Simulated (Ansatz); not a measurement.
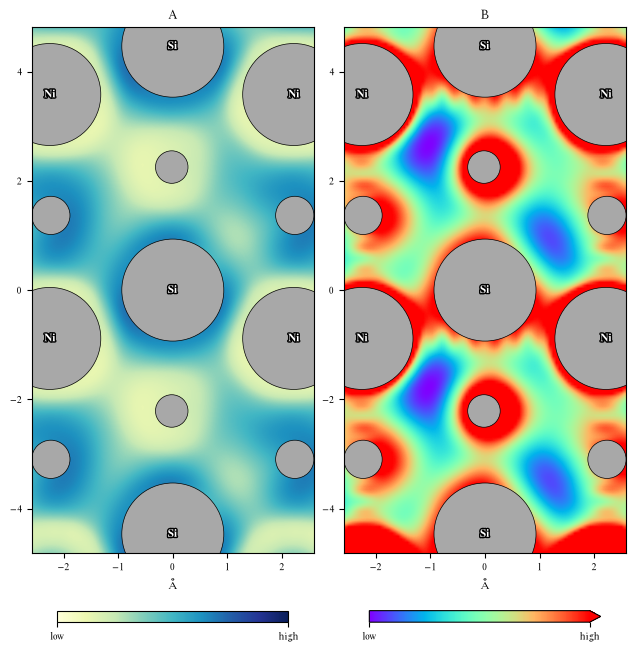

SiNi: 2 fields on the (010) plane of the conventional cell, with unlabelled colour scales. Grey discs cover the atomic cores.

Space group P2₁3; computed without spin polarisation.

Level of theory: Ansatz 0.2.0, DFT r2SCAN, scalar-relativistic, plane waves, PAW.

```
Si Ni
1.0
     4.46481    0.00000    0.00000
     0.00000    4.46481    0.00000
     0.00000    0.00000    4.46481
Si Ni
4 4
Direct
  0.84692 0.84692 0.84692
  0.65308 0.15308 0.34692
  0.34692 0.65308 0.15308
  0.15308 0.34692 0.65308
  0.14873 0.14873 0.14873
  0.35127 0.85127 0.64873
  0.64873 0.35127 0.85127
  0.85127 0.64873 0.35127
```

Which field does each panel show? The fields are: electron localisation function and valence pseudo-density.

Answer. Panel A: electron localisation function. Panel B: valence pseudo-density. From the grid: Si–Ni (2.38 Å): ρ at the midpoint is about 0.42 e/Å³; the ELF peaks at about 0.65 in the valence shell of Si, 0.9 Å from its nucleus, and is about 0.45 at the midpoint.
